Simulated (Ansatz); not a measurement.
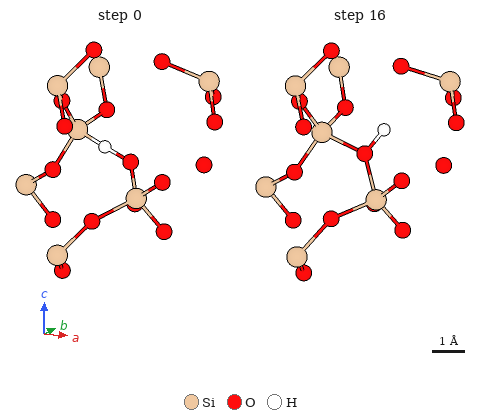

The structure of a defect cell of composition Si54O108H (cell charge +1) before (left) and after (right) a relaxation, at one scale.

The picture is a ball-and-stick view of the atoms within 4.2 Å of the atom that moves most (axes of the cell of the calculation (origin shifted)), seen slightly off an axis.

Method: DFT, PBEsol, PAW, plane waves (Ansatz). (plane-wave cutoff 420 eV; k-point mesh 1 × 1 × 1; mesh shifted by (0.25, 0.25, 0.25); no spin polarisation; atoms relaxed in a fixed cell; force threshold 0.03 eV/Å; at most 80 steps)

What changed between the two?

After 16 geometry steps the energy has fallen by 11.480 eV per cell of the calculation. The largest force component goes from 15 to 0.024 eV/Å. The largest move is that of the H atom, 1.50 Å along [3 1 2]. Largest moves by element: H 1.50 Å, O 0.33 Å, Si 0.21 Å. The lattice vectors keep their values. Among the contacts that change: H–Si 1.177 → 2.260 Å, O–Si 2.245 → 1.759 Å, O–Si 1.451 → 1.774 Å, H–O 1.069 → 0.996 Å. New bonds form, among them: O–Si (2.25 → 1.76 Å). Bonds break, among them: H–Si (1.18 → 2.26 Å). Bond angles that change, for instance: Si–O–H 136.5° → 112.8°, Si–O–Si 129.2° → 141.4°, O–Si–O 114.9° → 104.7°.

Limits of the set-up: the cell is charged, on a uniform background, and energies carry no finite-size correction.
